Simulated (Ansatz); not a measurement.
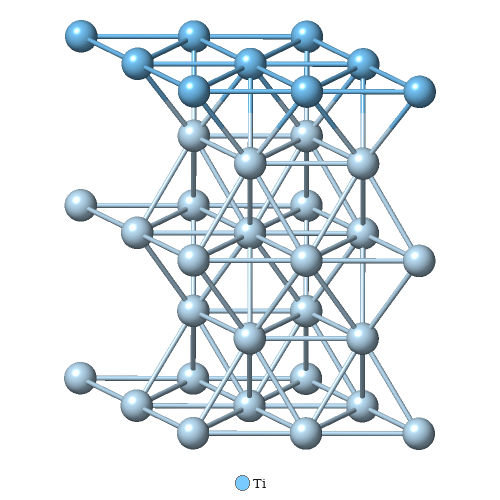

The system is Si on a Ti(001) slab cut from the P6_3/mmc phase, its upper half relaxed before the scan (20 atoms of substrate and one adsorbate in a 2 × 2 cell); the picture shows it without the atoms that are moved over the map. Si is moved over the surface cell at a fixed height above a rigid substrate; the origin of the map has the adsorbate above Ti17; the height is held at 2.80 Å. Places are given modulo a cell vector. The map is drawn in real space over the plane of the surface. The grid has 6 × 6 points; 10 points were computed and 26 follow by symmetry. Places are given in fractions of the 1 × 1 surface cell. Energies: meV, counted from the lowest grid point. The runs have no spin polarisation, so an open-shell adsorbate far from the surface lies too high. At a fixed height the lowest place need not be the adsorption site. The calculation used DFT PBE+D3(BJ), scalar-relativistic, plane waves, PAW (Ansatz 0.2.0). Settings: cutoff 420 eV, k-mesh 6×6×1, gaussian smearing 0.1 eV, no spin polarisation.

Range: position of Si21 along the first surface vector from 0.000 to 0.833; position of Si21 along the second surface vector from 0.000 to 0.833.

Predict the map.

The lowest grid point is at the top site over a surface Ti atom, (0/6, 0/6) of the cell vectors. The highest grid point, a threefold hollow, (2/6, 4/6) of the cell vectors, lies 160 meV above the lowest. On the interpolated surface the easiest way out of the lowest well to its copy in the next cell or period passes a barrier of about 75 meV. At the lowest point the adsorbate has 1 Ti at 2.80 Å as nearest neighbours, at the highest 3 Ti at 3.26 Å.

```tsv
second ↓, first →	0/6	1/6	2/6	3/6	4/6	5/6
5/6	25	79	135	135	79	25
4/6	82	135	160	135	82	52
3/6	112	135	135	112	79	79
2/6	82	79	82	79	74	79
1/6	25	25	52	79	79	52
0/6	0	25	82	112	82	25
```

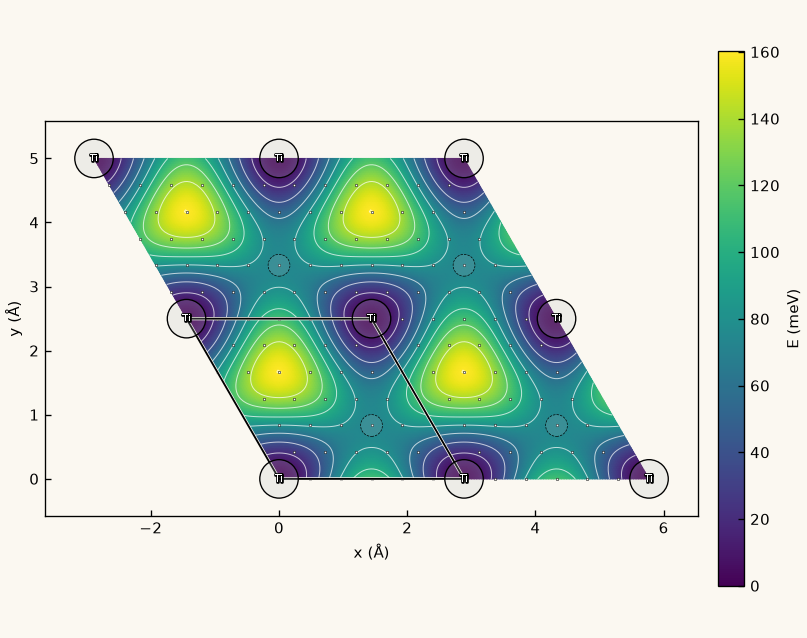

In the figure: a smooth colour map with a few white contour lines, dots at the grid points, labelled circles for the atoms of the top layer and small ones for the second layer, the outline of one cell of the 2 × 2 shown. Between grid points the surface is interpolated.

Time for the 10 points that were run: 6.4 min on 4 threads of Intel(R) Xeon(R) Platinum 8488C (Sapphire Rapids), with other jobs on the host.

PAW datasets: the set soft_1.
